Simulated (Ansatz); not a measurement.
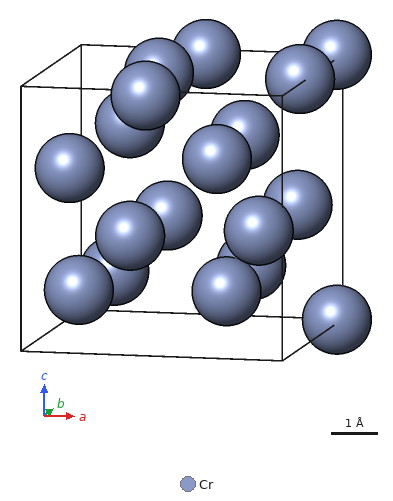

Starting frame of a dynamics run of a 16-atom cell of Cr. It starts from the last geometry of an earlier run, with fresh velocities. Style: spheres-only. Shown: the simulation cell, slightly off an axis.

All numbers below come from Ansatz, DFT PBEsol, scalar-relativistic, plane waves, PAW.

The input:
```yaml
crystal:
  lattice:
    - [5.854443, 0.0, 0.0]
    - [0.0, 5.854443, 0.0]
    - [0.0, 0.0, 5.854443]
  atoms:
    - { symbol: Cr, position: [-0.01808613, -0.02016536, 0.00095075] }
    - { symbol: Cr, position: [0.47687289, -0.00092348, -0.01746753] }
    - { symbol: Cr, position: [-0.04699267, 0.4963041, -0.01576085] }
    - { symbol: Cr, position: [-0.09231986, 0.00909246, 0.48654771] }
    - { symbol: Cr, position: [0.16428869, 0.24771494, 0.19868884] }
    - { symbol: Cr, position: [0.40487496, 0.53179534, -0.01706394] }
    - { symbol: Cr, position: [0.41269419, 0.02162218, 0.44764617] }
    - { symbol: Cr, position: [0.73828189, 0.20800959, 0.22046711] }
    - { symbol: Cr, position: [-0.07118351, 0.55947518, 0.4987291] }
    - { symbol: Cr, position: [0.1811765, 0.76062465, 0.1909806] }
    - { symbol: Cr, position: [0.13694828, 0.21365571, 0.66294489] }
    - { symbol: Cr, position: [0.45233148, 0.47046835, 0.45483802] }
    - { symbol: Cr, position: [0.69788572, 0.79065402, 0.22482102] }
    - { symbol: Cr, position: [0.68460127, 0.28207169, 0.70606505] }
    - { symbol: Cr, position: [0.22961606, 0.80902086, 0.74204497] }
    - { symbol: Cr, position: [0.67462085, 0.78285853, 0.71811928] }
basis:
  ecutwfc: 420.0
kpoints:
  mp_grid: { grid: [2, 2, 2] }
hamiltonian:
  xc: pbesol
scf:
  occupations: { method: fermi_dirac, width: 0.24 }
  lower_state_search: "off"
md:
  timestep: 3
  n_steps: 130
  ensemble: npt_langevin
  temperature: 1960.0
  initial_velocities: maxwell_boltzmann
  seed: 694713
  friction: 0.01
  pressure: 5.0
  fix_cell: [shape]
```

Command:
```bash
ansatz run input.yaml --threads 2 --pin off --max-ram 5120MiB --backend cpu --events-out ev --progress --plain --runs-dir out
```

**Predict how the run goes.**

Over the second half the temperature averages 1773 K (spread ±253 K). The pressure hasn't settled at its target of 5.0 GPa. The potential energy in the second half lies on average 245 meV per atom below the first frame. The mean pressure there is 9.2 GPa. The volume ends −8.0 % from the start. Root-mean-square distances from the starting positions over the second half, with the common drift of all atoms taken out: Cr 0.33 Å. That is small against the typical shortest distance between atoms in the first frame, about 2.3 Å: the atoms vibrate about their sites and the arrangement holds.

Along the run (each row but the first and the last is the mean over the interval that it begins):

| time (fs) | potential energy (meV/atom) | T (K) | p (GPa) |
| --- | --- | --- | --- |
| 0.0 | 0.0 | 1838 | -8.3 |
| 63.0 | -145.1 | 2394 | 3.7 |
| 126.0 | -164.3 | 1929 | 13.9 |
| 189.0 | -238.1 | 1909 | 14.1 |
| 252.0 | -259.4 | 1631 | 9.4 |
| 315.0 | -234.7 | 1819 | 6.4 |
| 378.0 | -232.7 | 1847 | 3.0 |

The paths of the atoms:

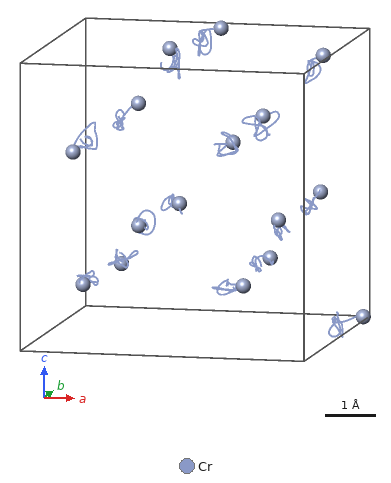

Limits of the set-up: the k-point mesh is coarse for a cell with partly filled bands.
